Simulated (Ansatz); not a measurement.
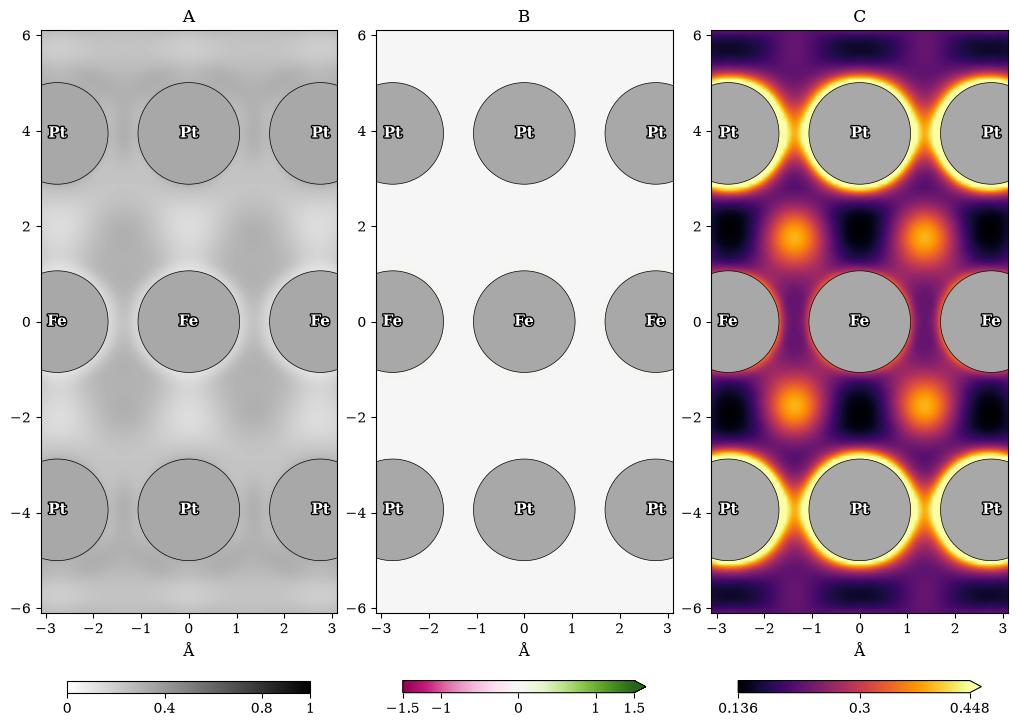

FePt2: 3 fields on the (100) plane of the conventional cell, with unlabelled colour scales. Grey discs cover the atomic cores.

Space group I4/mmm; a structure generated by program, which may or may not match a known phase; computed pressure about −16 GPa in this cell; spin-polarised.

These are results of DFT LDA, scalar-relativistic, plane waves, PAW in Ansatz, not measurements.

The panels show electron localisation function, spin density and valence pseudo-density in some order. Assign them.

Answer. Panel A: electron localisation function. Panel B: spin density (confined to the magnetic sites and close to zero elsewhere). Panel C: valence pseudo-density. From the grid: Fe–Fe (2.76 Å): ρ is about 0.23 e/Å³ halfway; the ELF is about 0.25 at the midpoint; no shared electron pair shows on this line. Pt–Pt (2.76 Å): the density is about 0.39 e/Å³ at the midpoint; the ELF is about 0.30 at the midpoint (no localised pair shows between them).
